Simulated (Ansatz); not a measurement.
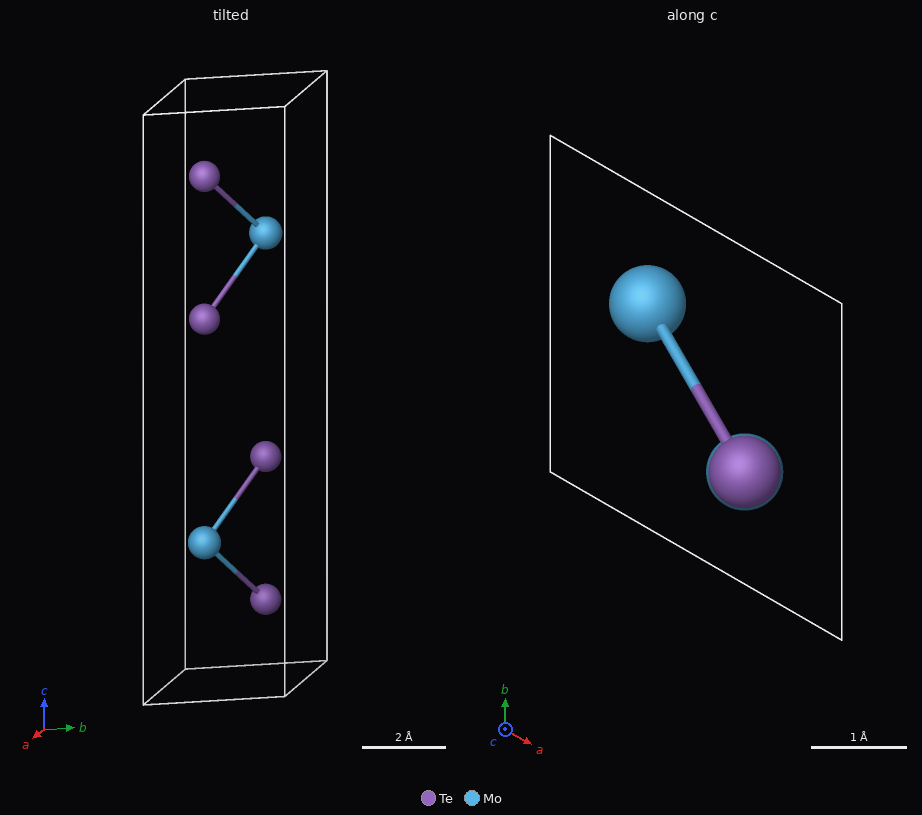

A ball-and-stick rendering, viewed slightly off an axis and along the c axis. Lines trace the edges of the conventional unit cell.

Te2Mo, 2H molybdenite (MoS₂) type, space group P6_3/mmc (No. 194), a = 3.542 Å, b = 3.542 Å, c = 14.875 Å, α = 90.00°, β = 90.00°, γ = 120.00°. The structure was taken from a structure listed in the Materials Project. The cell was then strained or its atoms displaced on purpose. Ansatz was used for an electronic-structure calculation on it.

This one geometry was computed with Ansatz (DFT, plane waves, PAW) at three levels of theory: r2SCAN, PBE and HSE06.

Q: Which level gives the highest pressure at this volume, and what does that say about its equilibrium volume?

A: Highest: PBE (1.2 GPa), which points to the largest equilibrium volume. Lowest, with the smallest volume: HSE06 (-2.1 GPa). Levels within 0.5 GPa of each other can't be told apart.

Q: How does the band gap change with the level of theory?

A: PBE: a gap of 0.93 eV, indirect; r2SCAN: a gap of 1.03 eV, indirect; HSE06: a gap of 1.33 eV, indirect.

Q: Collect the results in a table.

A:
| level | cutoff (eV) | k-mesh of the run's cell | gap (eV) | pressure (GPa) |
| --- | --- | --- | --- | --- |
| r2SCAN | 500 | 12×12×2 | 1.03 | 0.4 |
| PBE | 420 | 12×12×2 | 0.93 | 1.2 |
| HSE06 | 420 | 6×6×2 | 1.33 | -2.1 |

Gaps are taken on the k-mesh or band path of each run.
